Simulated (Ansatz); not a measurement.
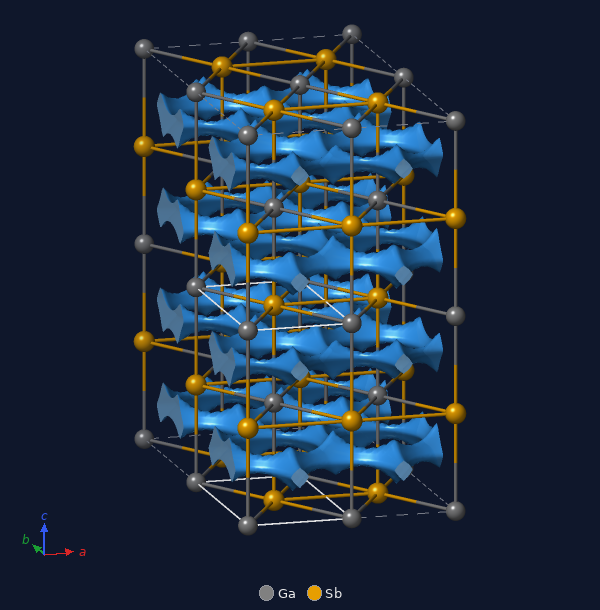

The blue surface encloses the points that the centre of a probe sphere of radius 0.60 Å can occupy in GaSb (Immm), computed on a grid of about 0.13 Å (2×2×2 cells shown, view slightly off an axis; pale faces close the region where the box cuts it).

Atoms are hard spheres with covalent radii (Cordero): Ga 1.22 Å, Sb 1.39 Å.

Source of the atomic positions: the input geometry of an electronic-structure calculation (not necessarily at equilibrium).

Space group Immm (No. 71). a = 3.112 Å, b = 5.350 Å, c = 5.787 Å, α = 90.00°, β = 90.00°, γ = 90.00°
| atom | site | symmetry | x | y | z |
| --- | --- | --- | --- | --- | --- |
| Ga | 2a | mmm | 0.0000 | 0.0000 | 0.0000 |
| Sb | 2c | mmm | 0.5000 | 0.5000 | 0.0000 |

> Do these regions connect?

Where they connect, they form a two-dimensional network in layers parallel to (001).

> What share of the cell can the probe's centre reach?

About 6.2 % of the volume (6 Å³ of 96.3 Å³).

> Give the largest included and the largest free sphere.

The largest sphere that fits anywhere has a diameter of 1.90 Å; the largest that can travel through the crystal, about 1.5 Å.

> How does the connectivity change as the probe shrinks?

Below a radius of about 0.73 Å the space forms a two-dimensional network in layers parallel to (001). Below a radius of about 0.52 Å the space forms a three-dimensional network. These are grid estimates, good to about 0.05 Å.
